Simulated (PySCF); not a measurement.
## PbS: G0W0 calculation

PbS (Fm-3m, 2 atoms in the cell), computed with Kohn-Sham DFT of a periodic cell in Gaussian orbitals, PBE, DZVP-MOLOPT-MGGA/GTH-MGGA (UZH), G0W0, no spin polarisation (PySCF 2.14.0).

The structure derives from an entry of the Crystallography Open Database.

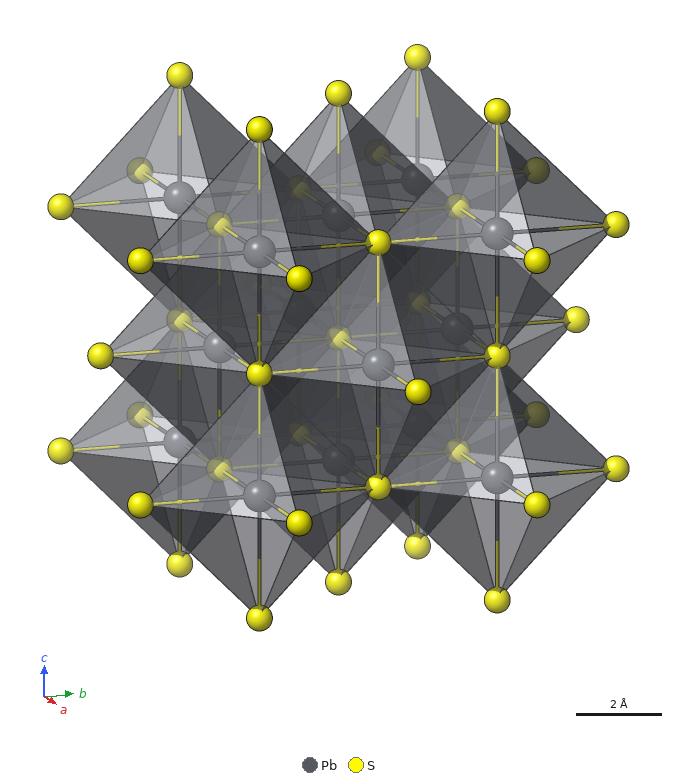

**Figure 1.** The structure (polyhedral view of the cell 4 times as large as that of the calculation, set on its symmetry axes, seen slightly off an axis; polyhedra are completed across the faces of the cell). An atom can appear more than once, as a periodic image.

**Input**
```python
import json
import numpy as np
from pyscf.pbc import gto, scf, dft, df
from pyscf.pbc.tools import pyscf_ase
from ase.io import read

atoms = read('PbS.cif')
cell = pyscf_ase.cell_from_ase(atoms)
cell.basis = {'Pb': 'DZVP-MOLOPT-MGGA-GTH-q4', 'S': 'DZVP-MOLOPT-MGGA-GTH-q6'}
cell.pseudo = {'Pb': 'GTH-MGGA-q4', 'S': 'GTH-MGGA-q6'}
cell.ke_cutoff = 56  # hartree
cell.exp_to_discard = 0.02
cell.precision = 1e-08
cell.max_memory = 5880  # MB
cell.verbose = 4
cell.build()

res = {}
kpts = cell.make_kpts([2, 2, 2])
mf = dft.KRKS(cell, kpts, xc='pbe')
mf = mf.rs_density_fit()
mf.with_df._cderi_to_save = 'cderi.h5'
mf.with_df.build(j_only=False)
mf.grids = dft.gen_grid.UniformGrids(cell)
mf.conv_tol = 1e-08
mf.max_cycle = 60

mf.kernel()
res.update(converged=bool(mf.converged), e_tot=mf.e_tot, nelec=cell.nelectron, nao=cell.nao, mesh=list(map(int, cell.mesh)), a=cell.lattice_vectors().tolist(), coords=cell.atom_coords().tolist(),
           mo_energy=[np.real(x).tolist() for x in mf.mo_energy], mo_occ=[np.real(x).tolist() for x in mf.mo_occ])
import h5py
print('fit functions by k pair:', sorted({v['0'].shape[0] for v in h5py.File(mf.with_df._cderi)['j3c'].values()}))
res.update(kpts=cell.get_scaled_kpts(kpts).tolist())
res['parts'] = {k: float(np.real(v)) for k, v in mf.scf_summary.items() if np.isscalar(v)}
json.dump(res, open('results.json', 'w'))
if not mf.converged:
    raise SystemExit('SCF not converged')

print('levels (eV)')
for i, kp in enumerate(res['kpts'][:40]):
    print('k %7.4f %7.4f %7.4f  ' % tuple(kp), ' '.join('%.3f' % (x * 27.211386) for x in res['mo_energy'][i][:10]))

# Mulliken populations
dm, s = np.asarray(mf.make_rdm1()), np.asarray(mf.get_ovlp())
sites = cell.aoslice_by_atom()[:, 2:]
tot = np.einsum('kij,kji->i', dm, s).real / len(kpts)
res['mulliken'] = [cell.atom_charge(i) - tot[a0:a1].sum() for i, (a0, a1) in enumerate(sites)]
print('Mulliken charges', np.round(res['mulliken'], 5))

from pyscf.pbc.gw.krgw_ac import KRGWAC
gw = KRGWAC(mf)
gw.fc = True
orbs = list(range(2, 8))
gw.kernel(orbs=orbs)
res['orbs'] = orbs
res['qp'] = np.asarray(gw.mo_energy).real.tolist()
res['done'] = True
json.dump(res, open('results.json', 'w'))
```

**File PbS.cif**
```
data_PbS
_cell_length_a 4.19420387
_cell_length_b 4.19420387
_cell_length_c 4.19420387
_cell_angle_alpha 60.00000000
_cell_angle_beta 60.00000000
_cell_angle_gamma 60.00000000
_space_group_name_H-M_alt 'P1'
_space_group_name_Hall 'P 1'
_space_group_IT_number 1
loop_
_space_group_symop_operation_xyz
'x,y,z'
loop_
_atom_site_label
_atom_site_type_symbol
_atom_site_symmetry_multiplicity
_atom_site_Wyckoff_symbol
_atom_site_fract_x
_atom_site_fract_y
_atom_site_fract_z
_atom_site_occupancy
Pb1 Pb 1 a 0.0000000000 0.0000000000 0.0000000000 1
S1 S 1 a 0.5000000000 0.5000000000 0.5000000000 1
```

Machine: 4 threads of Arm Neoverse V2, 24 GiB of memory available, shared host.

Launch command:
```bash
OMP_NUM_THREADS=4 python -u run.py > log
```

**Log**
```
Discarded 0 diffused primitive functions, 0 contracted functions

PySCF version 2.14.0

[INPUT] verbose = 4
[INPUT] num. atoms = 2
[INPUT] num. electrons = 10
[INPUT] charge = 0
[INPUT] spin (= nelec alpha-beta = 2S) = 0
[INPUT] symmetry False subgroup None
[INPUT] Mole.unit = angstrom
[INPUT] Symbol           X                Y                Z      unit          X                Y                Z       unit  Magmom
[INPUT]  1 Pb     0.000000000000   0.000000000000   0.000000000000 AA    0.000000000000   0.000000000000   0.000000000000 Bohr   0.0
[INPUT]  2 S      4.194203870000   2.421524733381   1.712276559784 AA    7.925896624891   4.576018549950   3.235733747505 Bohr   0.0

nuclear repulsion = -12.9682544214965
number of shells = 6
number of NR pGTOs = 72
number of NR cGTOs = 26
basis = {'Pb': 'DZVP-MOLOPT-MGGA-GTH-q4', 'S': 'DZVP-MOLOPT-MGGA-GTH-q6'}
ecp = {}
lattice vectors  a1 [7.925896625, 0.000000000, 0.000000000]
                 a2 [3.962948312, 6.864027825, 0.000000000]
                 a3 [3.962948312, 2.288009275, 6.471467495]
dimension = 3
low_dim_ft_type = None
Cell volume = 352.071
exp_to_discard = 0.02
rcut = 29.1430572074796 (nimgs = [5 5 5])
precision = 1e-08
pseudo = {'Pb': 'GTH-MGGA-q4', 'S': 'GTH-MGGA-q6'}
ke_cutoff = 56
    = [29 29 29] mesh (24389 PWs)
ETB for S: l = 0, exps = 0.24837047603522 * 2^n , n = 0..4
ETB for S: l = 1, exps = 0.24837047603522 * 2^n , n = 0..4
ETB for S: l = 2, exps = 0.24837047603522 * 2^n , n = 0..4
ETB for S: l = 3, exps = 0.24837047603522 * 2^n , n = 0..4
ETB for S: l = 4, exps = 0.24837047603522 * 2^n , n = 0..4
ETB for Pb: l = 0, exps = 0.14754992105368 * 2^n , n = 0..4
ETB for Pb: l = 1, exps = 0.14754992105368 * 2^n , n = 0..4
ETB for Pb: l = 2, exps = 0.14754992105368 * 2^n , n = 0..4
ETB for Pb: l = 3, exps = 0.14754992105368 * 2^n , n = 0..4
ETB for Pb: l = 4, exps = 0.14754992105368 * 2^n , n = 0..4

WARN: Even tempered Gaussians are generated as DF auxbasis for  S Pb

Drop primitive fitting functions with exponent < 0.02

******** <class 'pyscf.pbc.df.rsdf.RSGDF'> ********
cell num shells = 6, num cGTOs = 26, num pGTOs = 72
use_bvk = True
precision_R = 1e-10
precision_G = 1e-08
j2c_eig_always = False
omega = 0.3
ke_cutoff = 5.644529968155698
mesh_compact = [11 11 11] (1331 PWs)
auxbasis = {'S': [[0, [np.float64(3.97392761656352), 1]], [0, [np.float64(1.98696380828176), 1]], [0, [np.float64(0.99348190414088), 1]], [0, [np.float64(0.49674095207044), 1]], [0, [np.float64(0.24837047603522), 1]], [1, [np.float64(3.97392761656352), 1]], [1, [np.float64(1.98696380828176), 1]], [1, [np.float64(0.99348190414088), 1]], [1, [np.float64(0.49674095207044), 1]], [1, [np.float64(0.24837047603522), 1]], [2, [np.float64(3.97392761656352), 1]], [2, [np.float64(1.98696380828176), 1]], [2, [np.float64(0.99348190414088), 1]], [2, [np.float64(0.49674095207044), 1]], [2, [np.float64(0.24837047603522), 1]], [3, [np.float64(3.97392761656352), 1]], [3, [np.float64(1.98696380828176), 1]], [3, [np.float64(0.99348190414088), 1]], [3, [np.float64(0.49674095207044), 1]], [3, [np.float64(0.24837047603522), 1]], [4, [np.float64(3.97392761656352), 1]], [4, [np.float64(1.98696380828176), 1]], [4, [np.float64(0.99348190414088), 1]], [4, [np.float64(0.49674095207044), 1]], [4, [np.float64(0.24837047603522), 1]]], 'Pb': [[0, [np.float64(2.36079873685888), 1]], [0, [np.float64(1.18039936842944), 1]], [0, [np.float64(0.59019968421472), 1]], [0, [np.float64(0.29509984210736), 1]], [0, [np.float64(0.14754992105368), 1]], [1, [np.float64(2.36079873685888), 1]], [1, [np.float64(1.18039936842944), 1]], [1, [np.float64(0.59019968421472), 1]], [1, [np.float64(0.29509984210736), 1]], [1, [np.float64(0.14754992105368), 1]], [2, [np.float64(2.36079873685888), 1]], [2, [np.float64(1.18039936842944), 1]], [2, [np.float64(0.59019968421472), 1]], [2, [np.float64(0.29509984210736), 1]], [2, [np.float64(0.14754992105368), 1]], [3, [np.float64(2.36079873685888), 1]], [3, [np.float64(1.18039936842944), 1]], [3, [np.float64(0.59019968421472), 1]], [3, [np.float64(0.29509984210736), 1]], [3, [np.float64(0.14754992105368), 1]], [4, [np.float64(2.36079873685888), 1]], [4, [np.float64(1.18039936842944), 1]], [4, [np.float64(0.59019968421472), 1]], [4, [np.float64(0.29509984210736), 1]], [4, [np.float64(0.14754992105368), 1]]]}
auxcell precision= 1e-14
auxcell rcut = 27.13750795167664
omega_j2c = 0.4
mesh_j2c = [15 15 15] (3375 PWs)
auxcell num shells = 50, num cGTOs = 250, num pGTOs = 250
exp_to_discard = 0.02
len(kpts) = 8

******** <class 'pyscf.pbc.dft.krks.KRKS'> ********
method = KRKS
initial guess = minao
damping factor = 0
level_shift factor = 0
DIIS = <class 'pyscf.scf.diis.CDIIS'>
diis_start_cycle = 1
diis_space = 8
diis_damp = 0
SCF conv_tol = 1e-08
SCF conv_tol_grad = None
SCF max_cycles = 60
direct_scf = True
direct_scf_tol = 1e-13

******** PBC SCF flags ********
N kpts = 8
Exchange divergence treatment (exxdiv) = ewald
    madelung (= occupied orbital energy shift) = 0.20451863157220596
    Total energy shift due to Ewald probe charge = -1/2 * Nelec*madelung = -1.02259315786
DF object = <pyscf.pbc.df.rsdf.RSGDF object>
XC functionals = pbe
small_rho_cutoff = 0
Uniform grid, mesh = [29 29 29]
Set gradient conv threshold to 0.0001

******** <class 'pyscf.pbc.df.rsdf_builder._RSNucBuilder'> ********
mesh = [13 13 13] (2197 PWs)
ke_cutoff = 11.311896804017547
omega = 0.425723274285351
exclude_d_aux = False
exclude_dd_block = True
j2c_eig_always = False
has_long_range = True
nelec by numeric integration = 9.99767067129882
init E= -13.7227763785553
  HOMO = 0.201165274779  LUMO = 0.202813366985  gap/eV = 0.04485
nelec by numeric integration = 9.99999999999988
cycle= 1 E= -13.7994268936702  delta_E= -0.0767  |g|= 0.323  |ddm|= 7.82
  HOMO = 0.174360404121  LUMO = 0.199728363542  gap/eV = 0.69030
nelec by numeric integration = 9.999999999999876
cycle= 2 E= -13.7768180650593  delta_E= 0.0226  |g|= 0.821  |ddm|= 9.74
  HOMO = 0.19467153837  LUMO = 0.204600842635  gap/eV = 0.27019
nelec by numeric integration = 9.999999999999872
cycle= 3 E= -13.8057574946527  delta_E= -0.0289  |g|= 0.338  |ddm|= 0.969
  HOMO = 0.209084918774  LUMO = 0.210879559377  gap/eV = 0.04883
nelec by numeric integration = 9.999999999999869
cycle= 4 E= -13.8114938575979  delta_E= -0.00574  |g|= 0.00647  |ddm|= 0.633
  HOMO = 0.209448143363  LUMO = 0.211185159354  gap/eV = 0.04727
nelec by numeric integration = 9.999999999999869
cycle= 5 E= -13.81149584745  delta_E= -1.99e-06  |g|= 0.000166  |ddm|= 0.0131
  HOMO = 0.209444418292  LUMO = 0.211187258837  gap/eV = 0.04743
nelec by numeric integration = 9.999999999999869
cycle= 6 E= -13.8114958489538  delta_E= -1.5e-09  |g|= 5.92e-06  |ddm|= 0.000403
  HOMO = 0.209444817982  LUMO = 0.211187277286  gap/eV = 0.04741
```

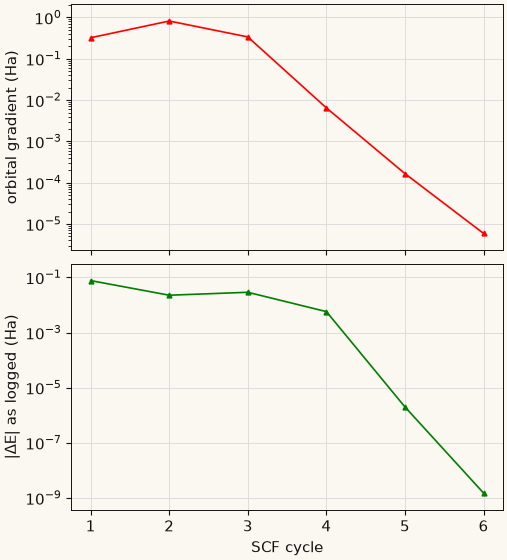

**Figure 2.** Convergence of the self-consistent field: orbital gradient and size of the energy change against the SCF cycle. The residual comes down, with one marked jump up, by a factor of about 2.5, at step 2.

```
nelec by numeric integration = 9.999999999999865
Extra cycle  E= -13.8114958489521  delta_E= 1.66e-12  |g|= 8.11e-06  |ddm|= 4.58e-05
converged SCF energy = -13.8114958489521
fit functions by k pair: [250]
levels (eV)
k  0.0000  0.0000  0.0000   -7.789 -0.562 3.652 3.652 3.652 10.358 10.358 10.358 12.759 12.759
k  0.0000  0.0000  0.5000   -6.287 -3.679 4.063 4.063 5.699 5.747 7.072 7.072 14.991 19.222
k  0.0000  0.5000  0.0000   -6.287 -3.679 4.063 4.063 5.699 5.747 7.072 7.072 14.991 19.222
k  0.0000  0.5000  0.5000   -6.048 -2.061 0.269 2.184 2.184 9.569 11.080 11.080 11.272 17.350
k  0.5000  0.0000  0.0000   -6.287 -3.679 4.063 4.063 5.699 5.747 7.072 7.072 14.991 19.222
k  0.5000  0.0000  0.5000   -6.048 -2.061 0.269 2.184 2.184 9.569 11.080 11.080 11.272 17.350
k  0.5000  0.5000  0.0000   -6.048 -2.061 0.269 2.184 2.184 9.569 11.080 11.080 11.272 17.350
k  0.5000  0.5000  0.5000   -6.287 -3.679 4.063 4.063 5.699 5.747 7.072 7.072 14.991 19.222
Mulliken charges [ 0.93587 -0.93587]

******** <class 'pyscf.pbc.gw.krgw_ac.KRGWAC'> ********
method = KRGWAC
GW nocc = 5, nvir = 21, nkpts = 8
orbital list = [2, 3, 4, 5, 6, 7]
off-diagonal self-energy = False
GW density matrix = False
density-fitting for exchange = False
outcore for self-energy= False
finite size corrections = True
grids for finite size corrections = False
broadening parameter = 5.000e-03
number of grids = 100
analytic continuation method = pade
imaginary frequency cutoff = 5.0
Pade points = 18
Pade step ratio = 0.667
use perturbative linearized QP eqn = False
QPE max iter = 100
QPE tolerance = 1.0e-06

WARN: GW QP energies may not be sorted from min to max
```

**Results in brief**

```json
{"quantity": "outcome", "value": "converged"}
{"quantity": "space group (tolerance 0.01 Å)", "value": "Fm-3m (225)"}
{"quantity": "electrons treated", "value": "10"}
{"quantity": "free energy", "value": "−375.8299 eV"}
{"quantity": "total energy", "value": "−375.8299 eV"}
{"quantity": "quasiparticle gap", "value": "0.64 eV"}
{"quantity": "Fermi energy", "value": "5.699 eV"}
{"quantity": "gap on the k-point mesh", "value": "0.05 eV"}
{"quantity": "wall time", "value": "1.9 min (CPU time 4.6 min)"}
{"quantity": "peak memory", "value": "0.5 GiB"}
```

**Notes**

Notes on the run: Even tempered Gaussians are generated as DF auxbasis for  S Pb; GW QP energies may not be sorted from min to max. Points of doubt noted for this run: coarse mesh; small mesh and basis. Spin–orbit coupling is left out, which matters for Pb. The k-point mesh is coarse for a cell of this size, so the results may not be converged.
